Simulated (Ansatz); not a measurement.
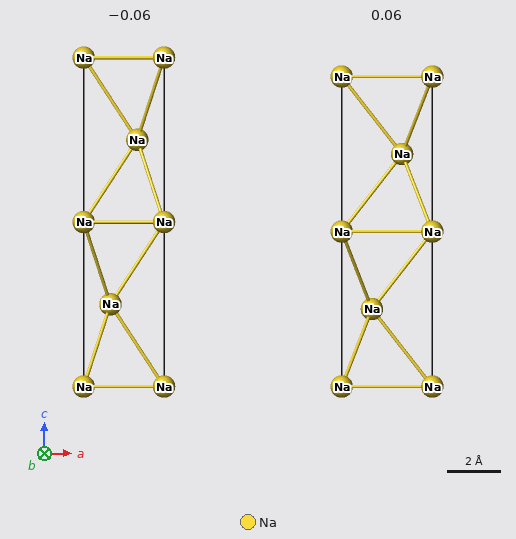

A crystal of Na (set up in P6_3/mmc), under biaxial strain in the a–b plane (c relaxed, atoms fixed by symmetry), with energies (extrapolated to zero smearing) counted from the relaxed crystal, which is the row at zero. The picture shows the first and the last member. A ball-and-stick model of the cell of the calculation, seen along the b axis.

Computed with Ansatz 0.2.0: DFT PBE, scalar-relativistic, plane waves, PAW. (plane-wave cutoff 420 eV; k-point mesh 18 × 18 × 6; occupations gaussian; smearing width 0.1 eV; no spin polarisation; force threshold 0.008 eV/Å)

```json
{"strain": "−0.06", "energy (meV/atom)": "15.56", "a (Å)": "3.528", "c (Å)": "12.504"}
{"strain": "−0.04", "energy (meV/atom)": "?", "a (Å)": "?", "c (Å)": "?"}
{"strain": "−0.02", "energy (meV/atom)": "1.10", "a (Å)": "3.678", "c (Å)": "12.319"}
{"strain": "0.0", "energy (meV/atom)": "0.00", "a (Å)": "3.753", "c (Å)": "12.143"}
{"strain": "0.02", "energy (meV/atom)": "2.30", "a (Å)": "3.828", "c (Å)": "12.118"}
{"strain": "0.04", "energy (meV/atom)": "7.29", "a (Å)": "3.903", "c (Å)": "11.964"}
{"strain": "0.06", "energy (meV/atom)": "14.13", "a (Å)": "3.978", "c (Å)": "11.783"}
```

Estimate the missing row from the others, and compare with the calculation.

A parabola through three neighbouring rows (−0.06, −0.02, 0.0) gives, with Lagrange weights, (0.3333)(15.56) + (1.0000)(1.10) + (−0.3333)(0.00) = 6.29 meV/atom. The calculation gives 6.03 meV/atom (a = 3.603 Å, c = 12.434 Å). The estimate is 0.26 meV/atom too high. From the first member to the last: Na–Na 3.528 → 3.978 Å, Na–Na 3.731 → 3.735 Å.

The whole series:

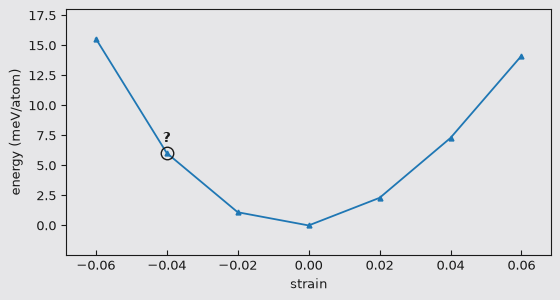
